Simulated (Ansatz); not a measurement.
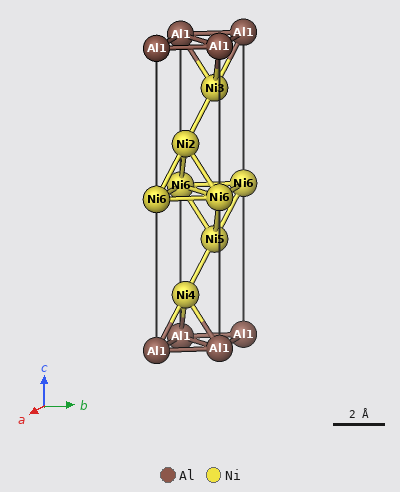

Figure 1. The input geometry (ball-and-stick view of the cell of the calculation, seen slightly off an axis; atoms are numbered from 1 in the order of the input). An atom can appear more than once, as a periodic image.

Single-point calculation, with input and output: AlNi5 (part 1 of 2)

- system: AlNi5 (6 atoms in the cell)
- method: DFT PBE, scalar-relativistic, plane waves, PAW, spin-polarised (Ansatz 0.2.0)

The structure was made by a generator, so it may or may not be a known phase. Figures and captions count atoms from 1; the log counts them from 0 in places.

**The program's output**
```
Engine: ansatz 0.2.0, aarch64-unknown-linux-gnu
Pseudopotentials: kind: paw
Pseudopotential: Al, paw, valence charge 3, recommended cutoff 420 eV (normal), Al.paw.azcp
Pseudopotential: Ni, paw, valence charge 18, recommended cutoff 420 eV (normal), Ni.paw.azcp
Functional definition: PBE
  parameter kappa = 0.804
  parameter beta = 0.06672455060314922
  exchange = pbe_x(kappa = kappa, mu = beta*pi^2/3)
  correlation = pbe_c(beta = beta)
Crystal: 6 atoms, lattice volume = 65.860 Å³
Basis set: ecut = 420 eV, 1259 PW (Γ), exchange–correlation on 36×36×180 points (8 copies of the dense FFT grid, shifted against one another)
Bands: 62, of which v1, the nominal top of the filled ones, is band 47 counted from 1 (46 counted from 0)
Symmetry: 6 space group operations
Space group: P3m1 (ITA 156), of the structure as read, at distance tolerance 4.0e-5 Å
Magnetic group: BNS 156.49 (UNI 1279), of the structure as read, at distance tolerance 4.0e-5 Å
k-points: 14 of 72 (time reversal used)
Non-local potential: Al, projectors of the file, l = 0: 2, l = 1: 2, l = 2: 1
Non-local potential: Ni, projectors of the file, l = 0: 3, l = 1: 2, l = 2: 3, l = 3: 1
PAW form: soft (Blöchl's): semilocal exchange-correlation on the pseudo side does not see the compensation charge
PAW one-centre angular grid: Al, 110 points (default); XC on 64 Gauss nodes
PAW one-centre angular grid: Ni, 590 points (default); XC on 64 Gauss nodes
Initial density: superposition of atomic densities (chi_scale 0.1, normalization cell)
Starting moments: Σ|m| = 10 μB on 5 of 6 sites
Initial wavefunctions: pseudopotential atomic-orbital guess
Functional: x = pbe(κ = 0.804, μ = 0.2195149727645171), c = pbe(β = 0.06672455060314922)
SCF iter   1: F=—  HF=-29734.855749 eV  |F-HF|=—  |Δ(HF+E_count)|=         —  Δρ=1.62e-1 (↑1.62e-1 ↓1.01e-1)  dr2=7.77e0  dr2_m=1.02e1  M=0.154 μB ∫|m|=4.784 μB  β_m=0.30  ethr=3.10e-3  ⟨swp⟩=5.3  Hψ=6135  notcnv=0  defer=58
preconditioner: auto → Kerker (q_TF=auto, 2.890 Å⁻¹)  [metal: Δε(μ)=0.012 eV  Ē_g=10.555 eV  σ=0.100 eV  W_gap=0.07  n_scr=10 (ndim 8)  ℏωp=33.3 eV  f_vac=0.000  D(μ)=7.91/eV (n_scr^D=108)]
spin=Collinear: Kerker preconditioning applied to the charge; magnetization (m = ρ↑ − ρ↓) channel mixes plain (no charge-response kernel on spin).
SCF iter   2: F=—  HF=-29735.099563 eV  |F-HF|=—  |Δ(HF+E_count)|=   2.44e-1  Δρ=2.12e-1 (↑9.11e-2 ↓2.12e-1)  dr2=2.77e1  dr2_m=1.23e1  M=-1.967 μB ∫|m|=4.631 μB  β_m=0.30  ethr=3.10e-3  ⟨swp⟩=2.1  Hψ=2367  notcnv=0  defer=219
SCF iter   3: F=—  HF=-29734.691953 eV  |F-HF|=—  |Δ(HF+E_count)|=   4.08e-1  Δρ=1.58e-1 (↑1.58e-1 ↓1.10e-1)  dr2=4.86e0  dr2_m=1.08e1  M=0.209 μB ∫|m|=4.932 μB  β_m=0.30  ethr=3.10e-3  ⟨swp⟩=2.4  Hψ=2253  notcnv=0  defer=222
Mixer restart at iter 3: flushing history
spin-set hold released at iteration 3 (the charge has settled, or the pull on large starting moments outlasts its swing): the magnetisation degrees of freedom join the quasi-Newton model from the next iteration; the mixer history was flushed
SCF iter   4: F=—  HF=-29735.731797 eV  |F-HF|=—  |Δ(HF+E_count)|=    1.04e0  Δρ=1.96e-1 (↑5.42e-2 ↓1.96e-1)  dr2=2.83e1  dr2_m=8.87e0  M=-2.096 μB ∫|m|=4.324 μB  β_m=0.47  ethr=3.10e-3  ⟨swp⟩=2.0  Hψ=2069  notcnv=0  defer=221
SCF iter   5: F=—  HF=-29741.949490 eV  |F-HF|=—  |Δ(HF+E_count)|=    6.22e0  Δρ=2.92e-1 (↑2.92e-1 ↓2.08e-1)  dr2=2.11e2  dr2_m=1.04e1  M=2.599 μB ∫|m|=3.874 μB  β_m=0.05  ethr=3.10e-3  ⟨swp⟩=3.6  Hψ=3616  notcnv=0  defer=224  recentre
SCF iter   6: F=—  HF=-29735.664320 eV  |F-HF|=—  |Δ(HF+E_count)|=    6.29e0  Δρ=1.35e-1 (↑1.35e-1 ↓7.14e-2)  dr2=8.29e0  dr2_m=6.15e0  M=0.671 μB ∫|m|=4.136 μB  β_m=0.08  ethr=3.10e-3  ⟨swp⟩=3.1  Hψ=3340  notcnv=0  defer=235
SCF iter   7: F=—  HF=-29736.059507 eV  |F-HF|=—  |Δ(HF+E_count)|=   3.95e-1  Δρ=6.92e-2 (↑6.44e-2 ↓6.92e-2)  dr2=7.97e-1  dr2_m=2.58e0  M=-0.304 μB ∫|m|=3.522 μB  β_m=0.13  ethr=3.10e-3  ⟨swp⟩=2.2  Hψ=2089  notcnv=0  defer=216
SCF iter   8: F=—  HF=-29736.479655 eV  |F-HF|=—  |Δ(HF+E_count)|=   4.20e-1  Δρ=4.27e-2 (↑4.27e-2 ↓2.38e-2)  dr2=2.45e0  dr2_m=4.39e-1  M=0.375 μB ∫|m|=2.294 μB  β_m=0.57  ethr=8.57e-4  ⟨swp⟩=2.5  Hψ=2187  notcnv=0  defer=216
SCF iter   9: F=—  HF=-29736.590936 eV  |F-HF|=—  |Δ(HF+E_count)|=   1.11e-1  Δρ=5.84e-2 (↑4.73e-2 ↓5.84e-2)  dr2=1.00e1  dr2_m=4.21e-1  M=0.347 μB ∫|m|=1.944 μB  β_m=0.41  ethr=8.57e-4  ⟨swp⟩=2.0  Hψ=2242  notcnv=0  defer=226  recentre
SCF iter  10: F=—  HF=-29736.498164 eV  |F-HF|=—  |Δ(HF+E_count)|=   9.28e-2  Δρ=3.88e-2 (↑3.88e-2 ↓1.61e-2)  dr2=2.02e0  dr2_m=2.36e-1  M=0.218 μB ∫|m|=1.853 μB  β_m=0.34  ethr=8.57e-4  ⟨swp⟩=2.0  Hψ=1820  notcnv=0  defer=226
SCF iter  11: F=—  HF=-29736.468303 eV  |F-HF|=—  |Δ(HF+E_count)|=   2.99e-2  Δρ=2.69e-2 (↑2.69e-2 ↓1.59e-2)  dr2=1.70e0  dr2_m=1.48e-1  M=0.169 μB ∫|m|=1.673 μB  β_m=0.33  ethr=8.57e-4  ⟨swp⟩=2.0  Hψ=1894  notcnv=0  defer=226
SCF iter  12: F=—  HF=-29736.469036 eV  |F-HF|=—  |Δ(HF+E_count)|=   7.32e-4  Δρ=2.47e-2 (↑2.47e-2 ↓1.67e-2)  dr2=1.33e0  dr2_m=1.17e-1  M=0.095 μB ∫|m|=1.515 μB  β_m=0.29  ethr=8.57e-4  ⟨swp⟩=2.0  Hψ=1896  notcnv=0  defer=226
SCF iter  13: F=—  HF=-29736.453850 eV  |F-HF|=—  |Δ(HF+E_count)|=   1.52e-2  Δρ=1.30e-2 (↑1.30e-2 ↓9.02e-3)  dr2=3.54e-1  dr2_m=4.60e-2  M=-0.061 μB ∫|m|=1.397 μB  β_m=0.35  ethr=8.57e-4  ⟨swp⟩=1.8  Hψ=1659  notcnv=0  defer=226
SCF iter  14: F=—  HF=-29736.453274 eV  |F-HF|=—  |Δ(HF+E_count)|=   5.76e-4  Δρ=1.03e-2 (↑9.14e-3 ↓1.03e-2)  dr2=2.78e-1  dr2_m=3.12e-2  M=-0.060 μB ∫|m|=1.404 μB  β_m=0.44  ethr=3.80e-4  ⟨swp⟩=1.0  Hψ=1539  notcnv=0  defer=226
SCF iter  15: F=—  HF=-29736.455234 eV  |F-HF|=—  |Δ(HF+E_count)|=   1.96e-3  Δρ=9.45e-3 (↑9.45e-3 ↓5.76e-3)  dr2=1.29e-1  dr2_m=1.90e-2  M=-0.065 μB ∫|m|=1.481 μB  β_m=0.45  ethr=2.99e-4  ⟨swp⟩=1.9  Hψ=1622  notcnv=0  defer=226
SCF iter  16: F=—  HF=-29736.465001 eV  |F-HF|=—  |Δ(HF+E_count)|=   9.77e-3  Δρ=1.40e-2 (↑1.40e-2 ↓1.04e-2)  dr2=6.98e-1  dr2_m=1.40e-2  M=-0.003 μB ∫|m|=1.559 μB  β_m=0.12  ethr=1.39e-4  ⟨swp⟩=2.0  Hψ=2146  notcnv=0  defer=226  recentre
SCF iter  17: F=—  HF=-29736.455545 eV  |F-HF|=—  |Δ(HF+E_count)|=   9.46e-3  Δρ=8.19e-3 (↑8.19e-3 ↓6.70e-3)  dr2=4.18e-2  dr2_m=2.91e-2  M=0.054 μB ∫|m|=1.534 μB  β_m=0.73  ethr=1.39e-4  ⟨swp⟩=1.6  Hψ=1892  notcnv=0  defer=226
SCF iter  18: F=—  HF=-29736.462291 eV  |F-HF|=—  |Δ(HF+E_count)|=   6.75e-3  Δρ=1.44e-2 (↑1.33e-2 ↓1.44e-2)  dr2=4.18e-1  dr2_m=7.11e-2  M=0.265 μB ∫|m|=1.578 μB  β_m=0.86  ethr=4.49e-5  ⟨swp⟩=1.1  Hψ=1548  notcnv=0  defer=226  recentre
SCF iter  19: F=—  HF=-29736.467681 eV  |F-HF|=—  |Δ(HF+E_count)|=   5.39e-3  Δρ=1.88e-2 (↑1.49e-2 ↓1.88e-2)  dr2=6.82e-1  dr2_m=1.04e-1  M=0.417 μB ∫|m|=1.626 μB  β_m=0.93  ethr=4.49e-5  ⟨swp⟩=1.0  Hψ=1510  notcnv=0  defer=226
SCF iter  20: F=—  HF=-29736.465153 eV  |F-HF|=—  |Δ(HF+E_count)|=   2.53e-3  Δρ=1.76e-2 (↑1.37e-2 ↓1.76e-2)  dr2=5.98e-1  dr2_m=8.99e-2  M=0.347 μB ∫|m|=1.607 μB  β_m=0.82  ethr=4.49e-5  ⟨swp⟩=1.0  Hψ=1547  notcnv=0  defer=226
SCF iter  21: F=—  HF=-29736.457113 eV  |F-HF|=—  |Δ(HF+E_count)|=   8.04e-3  Δρ=8.61e-3 (↑8.61e-3 ↓8.38e-3)  dr2=1.11e-1  dr2_m=3.30e-2  M=0.087 μB ∫|m|=1.548 μB  β_m=0.13  ethr=4.49e-5  ⟨swp⟩=1.1  Hψ=1531  notcnv=0  defer=226
SCF iter  22: F=—  HF=-29736.458943 eV  |F-HF|=—  |Δ(HF+E_count)|=   1.83e-3  Δρ=8.18e-3 (↑7.92e-3 ↓8.18e-3)  dr2=2.95e-2  dr2_m=3.67e-2  M=0.177 μB ∫|m|=1.599 μB  β_m=0.99  ethr=4.49e-5  ⟨swp⟩=1.0  Hψ=1510  notcnv=0  defer=226
SCF iter  23: F=—  HF=-29736.474719 eV  |F-HF|=—  |Δ(HF+E_count)|=   1.58e-2  Δρ=2.15e-2 (↑1.83e-2 ↓2.15e-2)  dr2=1.02e0  dr2_m=1.25e-1  M=0.447 μB ∫|m|=1.679 μB  β_m=0.75  ethr=3.17e-5  ⟨swp⟩=1.9  Hψ=1950  notcnv=0  defer=226  recentre
SCF iter  24: F=—  HF=-29736.470677 eV  |F-HF|=—  |Δ(HF+E_count)|=   4.04e-3  Δρ=1.92e-2 (↑1.50e-2 ↓1.92e-2)  dr2=6.58e-1  dr2_m=1.10e-1  M=0.449 μB ∫|m|=1.710 μB  β_m=0.12  ethr=3.17e-5  ⟨swp⟩=1.0  Hψ=1685  notcnv=0  defer=226
SCF iter  25: F=—  HF=-29736.468881 eV  |F-HF|=—  |Δ(HF+E_count)|=   1.80e-3  Δρ=1.09e-2 (↑1.09e-2 ↓1.07e-2)  dr2=6.50e-2  dr2_m=6.60e-2  M=0.456 μB ∫|m|=1.673 μB  β_m=0.98  ethr=3.17e-5  ⟨swp⟩=1.7  Hψ=1959  notcnv=0  defer=226
SCF iter  26: F=—  HF=-29736.472817 eV  |F-HF|=—  |Δ(HF+E_count)|=   3.94e-3  Δρ=2.25e-2 (↑1.79e-2 ↓2.25e-2)  dr2=1.02e0  dr2_m=1.24e-1  M=0.374 μB ∫|m|=1.721 μB  β_m=0.94  ethr=3.17e-5  ⟨swp⟩=2.1  Hψ=2440  notcnv=0  defer=226  recentre
SCF iter  27: F=—  HF=-29736.482339 eV  |F-HF|=—  |Δ(HF+E_count)|=   9.52e-3  Δρ=2.50e-2 (↑1.94e-2 ↓2.50e-2)  dr2=1.22e0  dr2_m=1.63e-1  M=0.621 μB ∫|m|=1.789 μB  β_m=0.97  ethr=3.17e-5  ⟨swp⟩=1.0  Hψ=1565  notcnv=0  defer=226
SCF iter  28: F=—  HF=-29736.483907 eV  |F-HF|=—  |Δ(HF+E_count)|=   1.57e-3  Δρ=2.55e-2 (↑1.89e-2 ↓2.55e-2)  dr2=1.26e0  dr2_m=1.59e-1  M=0.634 μB ∫|m|=1.802 μB  β_m=0.17  ethr=3.17e-5  ⟨swp⟩=1.0  Hψ=1510  notcnv=0  defer=226
SCF iter  29: F=—  HF=-29736.466637 eV  |F-HF|=—  |Δ(HF+E_count)|=   1.73e-2  Δρ=1.09e-2 (↑1.09e-2 ↓8.98e-3)  dr2=2.32e-2  dr2_m=5.80e-2  M=0.409 μB ∫|m|=1.645 μB  β_m=0.99  ethr=3.17e-5  ⟨swp⟩=2.0  Hψ=2149  notcnv=0  defer=226
SCF iter  30: F=—  HF=-29736.477775 eV  |F-HF|=—  |Δ(HF+E_count)|=   1.11e-2  Δρ=2.25e-2 (↑1.75e-2 ↓2.25e-2)  dr2=8.75e-1  dr2_m=1.06e-1  M=0.369 μB ∫|m|=1.637 μB  β_m=0.87  ethr=2.49e-5  ⟨swp⟩=2.0  Hψ=2606  notcnv=0  defer=226  recentre
SCF iter  31: F=—  HF=-29736.468416 eV  |F-HF|=—  |Δ(HF+E_count)|=   9.36e-3  Δρ=1.78e-2 (↑1.69e-2 ↓1.78e-2)  dr2=7.79e-1  dr2_m=1.00e-1  M=0.362 μB ∫|m|=1.644 μB  β_m=1.00  ethr=2.49e-5  ⟨swp⟩=2.1  Hψ=2319  notcnv=0  defer=226
SCF iter  32: F=—  HF=-29736.463342 eV  |F-HF|=—  |Δ(HF+E_count)|=   5.07e-3  Δρ=1.69e-2 (↑1.36e-2 ↓1.69e-2)  dr2=8.62e-1  dr2_m=5.75e-2  M=0.115 μB ∫|m|=1.524 μB  β_m=0.73  ethr=2.49e-5  ⟨swp⟩=1.5  Hψ=1783  notcnv=0  defer=226
SCF iter  33: F=—  HF=-29736.452074 eV  |F-HF|=—  |Δ(HF+E_count)|=   1.13e-2  Δρ=4.38e-3 (↑2.58e-3 ↓4.38e-3)  dr2=3.01e-2  dr2_m=5.33e-3  M=-0.234 μB ∫|m|=1.439 μB  β_m=0.98  ethr=2.49e-5  ⟨swp⟩=1.5  Hψ=1805  notcnv=0  defer=226
SCF iter  34: F=—  HF=-29736.452897 eV  |F-HF|=—  |Δ(HF+E_count)|=   8.22e-4  Δρ=5.15e-3 (↑5.15e-3 ↓4.81e-3)  dr2=8.37e-2  dr2_m=4.89e-3  M=-0.257 μB ∫|m|=1.411 μB  β_m=0.99  ethr=2.49e-5  ⟨swp⟩=1.0  Hψ=1510  notcnv=0  defer=226  recentre
SCF iter  35: F=—  HF=-29736.452070 eV  |F-HF|=—  |Δ(HF+E_count)|=   8.26e-4  Δρ=3.47e-3 (↑3.47e-3 ↓2.66e-3)  dr2=4.10e-2  dr2_m=1.86e-3  M=-0.336 μB ∫|m|=1.392 μB  β_m=1.00  ethr=2.49e-5  ⟨swp⟩=1.0  Hψ=1510  notcnv=0  defer=226
SCF iter  36: F=—  HF=-29736.451869 eV  |F-HF|=—  |Δ(HF+E_count)|=   2.01e-4  Δρ=1.78e-3 (↑1.74e-3 ↓1.78e-3)  dr2=1.48e-2  dr2_m=2.30e-4  M=-0.404 μB ∫|m|=1.384 μB  β_m=0.96  ethr=2.49e-5  ⟨swp⟩=1.0  Hψ=1576  notcnv=0  defer=226
SCF iter  37: F=—  HF=-29736.451845 eV  |F-HF|=—  |Δ(HF+E_count)|=   2.42e-5  Δρ=1.53e-3 (↑1.53e-3 ↓1.40e-3)  dr2=5.51e-3  dr2_m=3.93e-4  M=-0.373 μB ∫|m|=1.410 μB  β_m=0.72  ethr=1.59e-5  ⟨swp⟩=1.0  Hψ=1510  notcnv=0  defer=226
SCF iter  38: F=—  HF=-29736.451846 eV  |F-HF|=—  |Δ(HF+E_count)|=   1.08e-6  Δρ=1.56e-3 (↑1.56e-3 ↓1.44e-3)  dr2=4.32e-3  dr2_m=6.67e-4  M=-0.464 μB ∫|m|=1.379 μB  β_m=0.96  ethr=5.92e-6  ⟨swp⟩=1.0  Hψ=1510  notcnv=0  defer=226
SCF iter  39: F=—  HF=-29736.451886 eV  |F-HF|=—  |Δ(HF+E_count)|=   4.03e-5  Δρ=1.82e-3 (↑1.82e-3 ↓1.68e-3)  dr2=8.49e-3  dr2_m=8.21e-4  M=-0.465 μB ∫|m|=1.396 μB  β_m=0.98  ethr=4.64e-6  ⟨swp⟩=1.0  Hψ=1548  notcnv=0  defer=226
SCF iter  40: F=—  HF=-29736.451815 eV  |F-HF|=—  |Δ(HF+E_count)|=   7.09e-5  Δρ=1.15e-3 (↑8.74e-4 ↓1.15e-3)  dr2=2.66e-3  dr2_m=3.01e-4  M=-0.447 μB ∫|m|=1.403 μB  β_m=0.99  ethr=4.64e-6  ⟨swp⟩=1.0  Hψ=1510  notcnv=0  defer=226
SCF iter  41: F=—  HF=-29736.451757 eV  |F-HF|=—  |Δ(HF+E_count)|=   5.81e-5  Δρ=4.42e-4 (↑4.42e-4 ↓1.79e-4)  dr2=1.67e-4  dr2_m=2.60e-5  M=-0.414 μB ∫|m|=1.410 μB  β_m=0.46  ethr=2.86e-6  ⟨swp⟩=1.0  Hψ=1510  notcnv=0  defer=226
SCF iter  42: F=—  HF=-29736.451774 eV  |F-HF|=—  |Δ(HF+E_count)|=   1.70e-5  Δρ=7.15e-4 (↑7.15e-4 ↓5.94e-4)  dr2=8.52e-4  dr2_m=1.62e-4  M=-0.437 μB ∫|m|=1.407 μB  β_m=1.00  ethr=1.80e-7  ⟨swp⟩=1.5  Hψ=1678  notcnv=0  defer=226
SCF iter  43: F=—  HF=-29736.451868 eV  |F-HF|=—  |Δ(HF+E_count)|=   9.45e-5  Δρ=1.65e-3 (↑1.65e-3 ↓1.39e-3)  dr2=6.63e-3  dr2_m=6.65e-4  M=-0.464 μB ∫|m|=1.403 μB  β_m=1.00  ethr=1.80e-7  ⟨swp⟩=1.9  Hψ=1923  notcnv=0  defer=226  recentre
SCF iter  44: F=—  HF=-29736.451820 eV  |F-HF|=—  |Δ(HF+E_count)|=   4.88e-5  Δρ=1.21e-3 (↑1.21e-3 ↓1.05e-3)  dr2=3.29e-3  dr2_m=3.91e-4  M=-0.452 μB ∫|m|=1.408 μB  β_m=1.00  ethr=1.80e-7  ⟨swp⟩=1.0  Hψ=1510  notcnv=0  defer=226
SCF iter  45: F=—  HF=-29736.451842 eV  |F-HF|=—  |Δ(HF+E_count)|=   2.23e-5  Δρ=1.42e-3 (↑1.42e-3 ↓8.91e-4)  dr2=3.53e-3  dr2_m=3.57e-4  M=-0.449 μB ∫|m|=1.414 μB  β_m=1.00  ethr=1.80e-7  ⟨swp⟩=2.1  Hψ=2035  notcnv=0  defer=226
SCF iter  46: F=—  HF=-29736.451795 eV  |F-HF|=—  |Δ(HF+E_count)|=   4.73e-5  Δρ=1.00e-3 (↑1.00e-3 ↓8.46e-4)  dr2=2.32e-3  dr2_m=2.78e-4  M=-0.446 μB ∫|m|=1.412 μB  β_m=1.00  ethr=1.80e-7  ⟨swp⟩=2.1  Hψ=2006  notcnv=0  defer=226
SCF iter  47: F=—  HF=-29736.451781 eV  |F-HF|=—  |Δ(HF+E_count)|=   1.32e-5  Δρ=8.12e-4 (↑8.12e-4 ↓7.20e-4)  dr2=1.44e-3  dr2_m=2.00e-4  M=-0.441 μB ∫|m|=1.414 μB  β_m=0.55  ethr=1.80e-7  ⟨swp⟩=1.0  Hψ=1510  notcnv=0  defer=226
SCF iter  48: F=—  HF=-29736.451765 eV  |F-HF|=—  |Δ(HF+E_count)|=   1.67e-5  Δρ=3.69e-4 (↑3.30e-4 ↓3.69e-4)  dr2=7.19e-5  dr2_m=6.55e-5  M=-0.429 μB ∫|m|=1.415 μB  β_m=1.00  ethr=1.80e-7  ⟨swp⟩=1.0  Hψ=1510  notcnv=0  defer=226
SCF iter  49: F=—  HF=-29736.451783 eV  |F-HF|=—  |Δ(HF+E_count)|=   1.78e-5  Δρ=8.62e-4 (↑8.62e-4 ↓7.38e-4)  dr2=1.70e-3  dr2_m=1.88e-4  M=-0.438 μB ∫|m|=1.416 μB  β_m=0.73  ethr=7.73e-8  ⟨swp⟩=1.9  Hψ=1795  notcnv=0  defer=226
SCF iter  50: F=—  HF=-29736.451790 eV  |F-HF|=—  |Δ(HF+E_count)|=   7.43e-6  Δρ=9.02e-4 (↑9.02e-4 ↓7.94e-4)  dr2=1.57e-3  dr2_m=2.40e-4  M=-0.444 μB ∫|m|=1.411 μB  β_m=1.00  ethr=7.73e-8  ⟨swp⟩=1.0  Hψ=1527  notcnv=0  defer=226
SCF iter  51: F=—  HF=-29736.451792 eV  |F-HF|=—  |Δ(HF+E_count)|=   2.26e-6  Δρ=9.94e-4 (↑9.94e-4 ↓8.44e-4)  dr2=2.47e-3  dr2_m=2.47e-4  M=-0.442 μB ∫|m|=1.415 μB  β_m=0.53  ethr=7.73e-8  ⟨swp⟩=1.0  Hψ=1510  notcnv=0  defer=226
SCF iter  52: F=—  HF=-29736.451763 eV  |F-HF|=—  |Δ(HF+E_count)|=   2.93e-5  Δρ=4.07e-4 (↑3.43e-4 ↓4.07e-4)  dr2=2.00e-4  dr2_m=6.53e-5  M=-0.429 μB ∫|m|=1.419 μB  β_m=0.51  ethr=7.73e-8  ⟨swp⟩=2.1  Hψ=1895  notcnv=0  defer=226
SCF iter  53: F=—  HF=-29736.451772 eV  |F-HF|=—  |Δ(HF+E_count)|=   8.74e-6  Δρ=5.62e-4 (↑5.62e-4 ↓4.75e-4)  dr2=4.78e-4  dr2_m=1.17e-4  M=-0.435 μB ∫|m|=1.416 μB  β_m=0.26  ethr=7.73e-8  ⟨swp⟩=1.2  Hψ=1575  notcnv=0  defer=226
SCF iter  54: F=—  HF=-29736.451781 eV  |F-HF|=—  |Δ(HF+E_count)|=   9.44e-6  Δρ=6.27e-4 (↑6.27e-4 ↓6.21e-4)  dr2=5.97e-4  dr2_m=1.75e-4  M=-0.442 μB ∫|m|=1.414 μB  β_m=0.53  ethr=7.73e-8  ⟨swp⟩=1.0  Hψ=1510  notcnv=0  defer=226
SCF iter  55: F=—  HF=-29736.451762 eV  |F-HF|=—  |Δ(HF+E_count)|=   1.94e-5  Δρ=3.32e-4 (↑3.32e-4 ↓2.59e-4)  dr2=1.04e-4  dr2_m=3.05e-5  M=-0.422 μB ∫|m|=1.423 μB  β_m=0.74  ethr=7.73e-8  ⟨swp⟩=1.5  Hψ=1614  notcnv=0  defer=226
```
